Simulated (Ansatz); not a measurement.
Sn

Input

```
crystal:
  lattice:
    - [-3.453078, 3.551094, -4.676684]
    - [-3.453078, -3.551094, 4.676684]
    - [3.453078, 3.551094, 4.676684]
  atoms:
    - { symbol: Sn, position: [0.500847822, 0.5307163688, -0.0298685468] }
    - { symbol: Sn, position: [0.5, 0.0, 0.0] }
    - { symbol: Sn, position: [0.0, 0.5, 0.0] }
    - { symbol: Sn, position: [0.0, 0.0, 0.0] }
    - { symbol: Sn, position: [0.5, 0.5, 0.5] }
    - { symbol: Sn, position: [0.5, 0.0, 0.5] }
    - { symbol: Sn, position: [0.0, 0.5, 0.5] }
    - { symbol: Sn, position: [0.0, 0.0, 0.5] }
basis:
  ecutwfc: 420
kpoints:
  mp_grid: { grid: [10, 10, 10] }
hamiltonian:
  xc: pbesol
scf:
  occupations: { method: gaussian, width: 0.15 }
output:
  forces: true
  stress: true
  eigenvalues: true
  write_density: true
  write_potential: true
  elf: true
  volumetric_format: npy
```

Command:

```sh
ansatz run input.yaml --threads 2 --pin off --max-ram 5120MiB --backend cpu --events-out ev --progress --plain --runs-dir out
```

Below, planes, directions and counts refer to the conventional cell (a = 9.91 Å, b = 9.35 Å, c = 6.91 Å, α = 90.00°, β = 134.20°, γ = 90.00°).

Space group Cm; a structure from a database of computed crystals, not necessarily the ambient phase; changed on purpose from its base cell (atom 1 (Sn) moved -0.300 A along Cartesian [1 1 0]); computed pressure about −3 GPa in this cell.

All numbers below come from Ansatz 0.2.0, DFT PBEsol, scalar-relativistic, plane waves, PAW.

What can the converged valence pseudo-density and electron localisation function tell about the bonding?

Answer. Sn–Sn (3.25 Å): the density is about 0.17 e/Å³ at the midpoint; the ELF is about 0.35 at the midpoint.
Sn–Sn (3.35 Å): the density is about 0.15 e/Å³ at the midpoint; the ELF is about 0.30 at the midpoint.
Sn–Sn (3.45 Å): ρ at the midpoint is about 0.13 e/Å³; the ELF is about 0.30 at the midpoint; no localised pair shows between them.
Sn–Sn (3.55 Å): ρ at the midpoint is about 0.11 e/Å³; the ELF is about 0.25 at the midpoint: no localised pair shows between them.

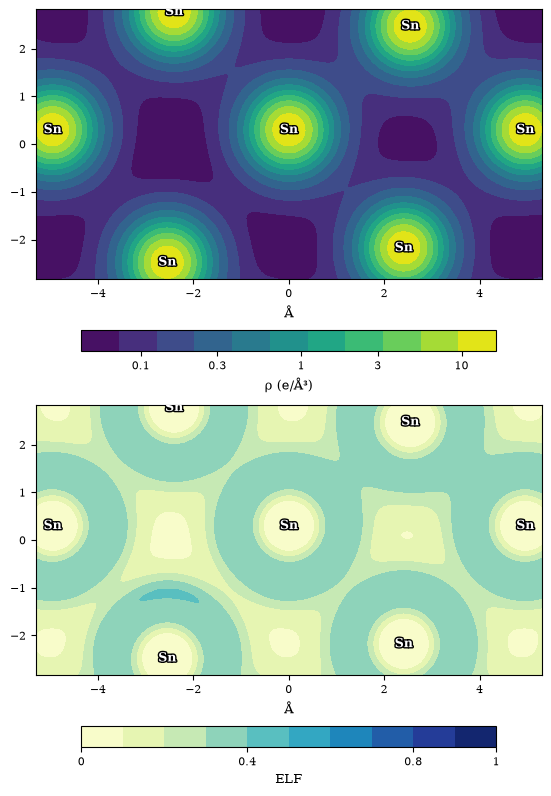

Computed valence pseudo-density and electron localisation function on the (010) plane of the conventional cell, in this order. 

Core electrons are frozen (PAW), and the valence fields are smoothed inside the atomic spheres.
